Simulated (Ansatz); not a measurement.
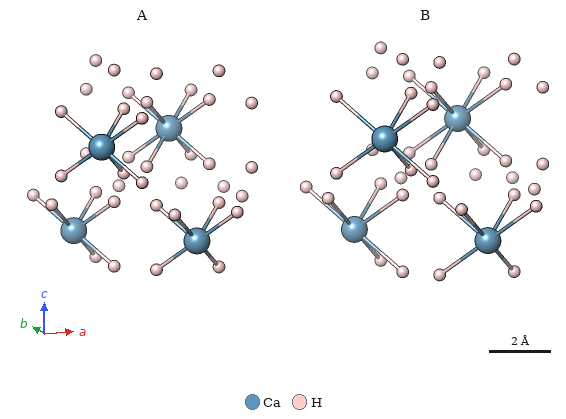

Two geometries of solid CaH$_{8}$ (a generated structure, set up in Fm-3m) (coarse preliminary run), drawn at one scale. One is the start of a relaxation, the other its converged end. A ball-and-stick model of the atoms within 4.2 Å of the atom that moves most (axes of the conventional cell (4 times the calculation's cell)), seen slightly off an axis. Lengths and directions refer to the drawn axes.

Method: DFT PBE, scalar-relativistic, plane waves, PAW in Ansatz 0.2.0. Settings: plane-wave cutoff 420 eV; k-point mesh 4 × 4 × 4; occupations gaussian; smearing width 0.1 eV; no spin polarisation; cell and atoms relaxed; force threshold 0.04 eV/Å; at most 70 steps.

Which geometry has the lower energy?

Answer. Structure B is the relaxed one. The largest moves relative to the cell, 0.20 Å, are those of H atoms. Ca stays in place. Cell: a = b = c 6.535 → 7.082 Å (+8.4 %). Volume +27.3 %. Among the contacts that change: Ca–H 1.857 → 2.218 Å. The space group stays Fm-3m (No. 225). After 4 accepted moves (6 points after the start) the energy has fallen by 219 meV per atom. The largest force component goes from 1.1 to 0.00086 eV/Å. Pressure: 12.00 GPa at the start and 0.09 GPa at the end. The SCF was repeated twice at an unchanged geometry on a basis and grid sized afresh for the cell, which shifted the energy by 3.9 meV per atom at most. Cost: 12 s on 1 thread of Arm Neoverse N1, with other jobs on the host, peak memory 0.36 GiB.
